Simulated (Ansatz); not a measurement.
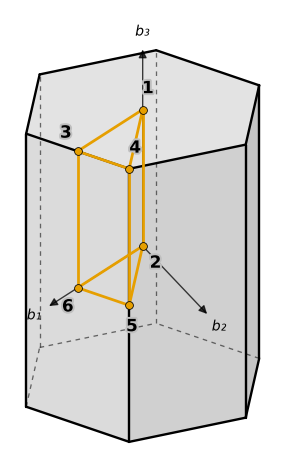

The first Brillouin zone of a primitive hexagonal lattice (hP; extended symbol hP2) is drawn with its special points numbered. Crystal: Al, the input geometry of an electronic-structure calculation (not necessarily at equilibrium); the starting structure was generated, so it need not be a known form of this composition. The drawing is computed from the coordinates (standard cell, symmetry found to 0.002 Å).

a = 4.605 Å, b = 4.605 Å, c = 2.850 Å, α = 90.00°, β = 90.00°, γ = 120.00°.

Labels and path follow the convention of Hinuma et al. (2017), as computed by seekpath; the arrows show the directions of the reciprocal primitive vectors b₁, b₂, b₃, in which coordinates are given.

> Give the label and coordinates of each numbered point.

```json
{"no.": "1", "label": "A", "coordinates": "(0, 0, 1/2)"}
{"no.": "2", "label": "Γ", "coordinates": "(0, 0, 0)"}
{"no.": "3", "label": "L", "coordinates": "(1/2, 0, 1/2)"}
{"no.": "4", "label": "H", "coordinates": "(1/3, 1/3, 1/2)"}
{"no.": "5", "label": "K", "coordinates": "(1/3, 1/3, 0)"}
{"no.": "6", "label": "M", "coordinates": "(1/2, 0, 0)"}
```
